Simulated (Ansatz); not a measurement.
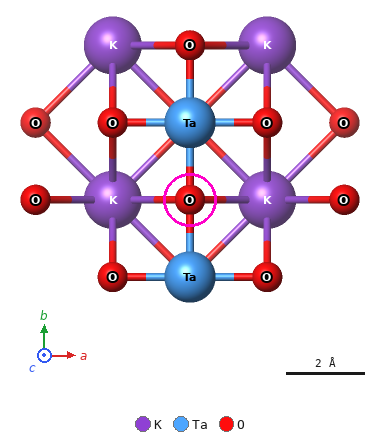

Perfect KTaO₃. Style: ball-and-stick. Shown: the atoms within 4.6 Å of one point, in a slice 4.2 Å thick across the line of sight, along the c axis.

These are results of Ansatz, DFT, PBEsol, PAW, plane waves, not measurements. Settings: plane-wave cutoff 420 eV; k-point mesh 1 × 1 × 1; mesh shifted by (0.25, 0.25, 0.25); no spin polarisation. Fermi-Dirac smearing of 0.01 eV. A uniform background neutralises the charged cell. The axes drawn are those of the host's conventional cell.

An extra oxygen atom is put between the host's atoms (an interstitial) at the ringed place, in charge state −2. The supercell has 40 sites, and the atoms are relaxed at the host's cell.

Predict the relaxed surroundings of the defect.

The O atom starts with 4 O at 1.99 to 2.00 Å, 2 K at 1.99 Å around its place and ends with 2 Ta at 1.95 to 2.10 Å, 2 O at 2.17 to 2.34 Å. Of the host's atoms, an oxygen atom moves furthest from its site, by 1.08 Å. The O atom itself moves 0.90 Å from where it was put.

The relaxed defect, seen from the same direction:

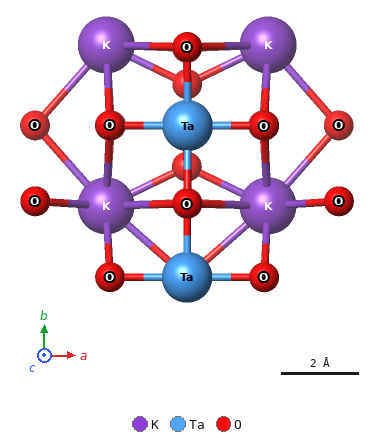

Limits of the set-up: the periodic images lie only 8.0 Å apart, so the values are limited by the cell's size; the cell is charged, on a uniform background, and energies carry no finite-size correction.
